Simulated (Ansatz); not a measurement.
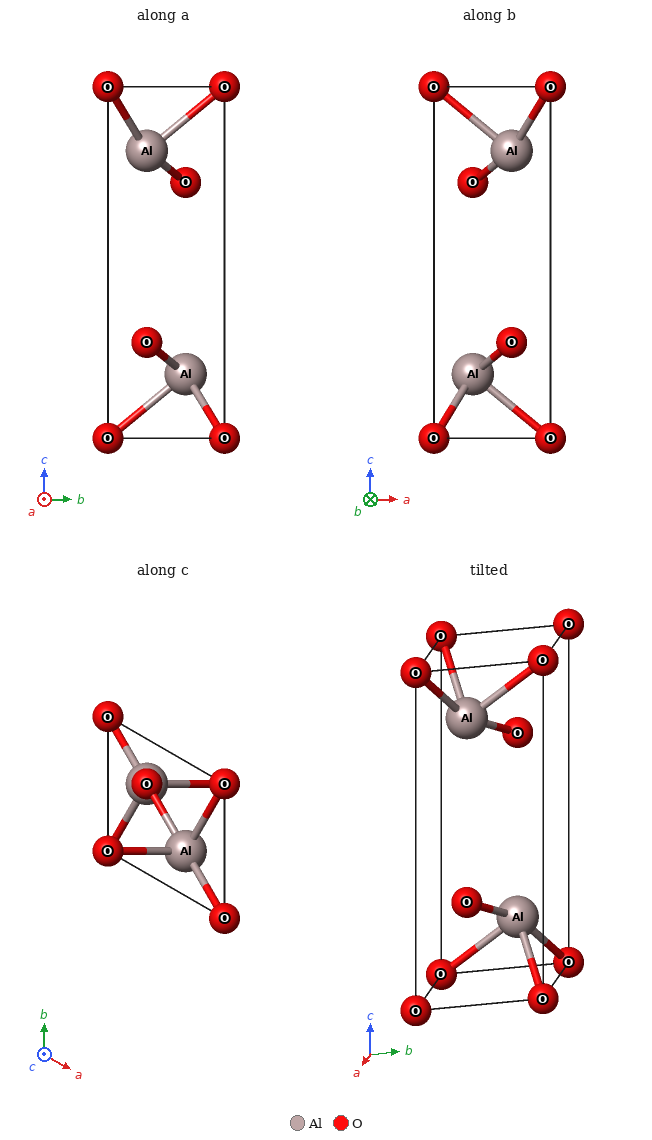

The figure gives a ball-and-stick picture of the atoms, viewed along the a axis, along the b axis, along the c axis and slightly off an axis. The conventional unit cell is outlined; an atom on or near a face, edge or corner is repeated at each equivalent position.

Lattice parameters: a = 2.888 Å, b = 2.888 Å, c = 7.547 Å, α = 90.00°, β = 90.00°, γ = 120.00°. Put a along x and b in the xy plane.

Q: Set out the cell and atoms as a POSCAR file, with free fractional coordinates to two decimals.

A:
```
Al O
1.0
     2.888    0.000    0.000
    -1.444    2.501    0.000
     0.000    0.000    7.547
Al O
2 3
Direct
  0.3333 0.6667 0.18
  0.6667 0.3333 0.82
  0.00 0.00 0.00
  0.3333 0.6667 0.73
  0.6667 0.3333 0.27
```

Provenance: a textbook structure type filled with these elements (whether it is the usual form wasn't checked). Earlier steps of the study may have refined or changed the cell and positions. It went into a calculation with Ansatz.
